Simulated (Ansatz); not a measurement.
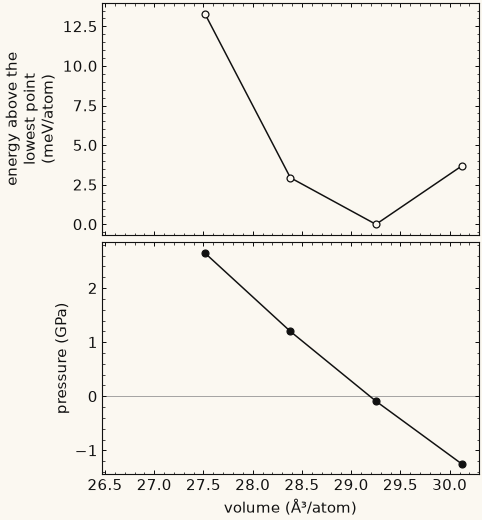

Plotted: energy above the lowest point and pressure against volume for Lu, space group Fm-3m (No. 225) (one of a set of cubic test structures, which need not be the stable phase).

Computed with Ansatz 0.2.0 development build: equation of state of a cubic crystal from periodic Kohn-Sham density functional theory without spin, third-order Birch-Murnaghan fit to the free energies; pressure corrected for the finite basis. Level: r2SCAN.

```tsv
setting	value
structure type	fcc
atoms in cell	1
space group number	225
lattice centring	face-centred primitive
k mesh	12×12×12
occupation method	Fermi–Dirac
occupation width	0.1 eV
wave cutoff	500 eV
datasets	soft-1 PAW
density tolerance	1e-07 eV
bands	17
density cutoff ratio	4
search for lower states	default
```

The point at volume 26.64 Å³/atom is left out of the plot. What does the calculation give there?

```json
{"volume (Å³/atom)": "26.64", "energy above the lowest point (meV/atom)": "32.0", "pressure (GPa)": "4.292"}
```

Caveats: cubic model structure, not the ambient form.
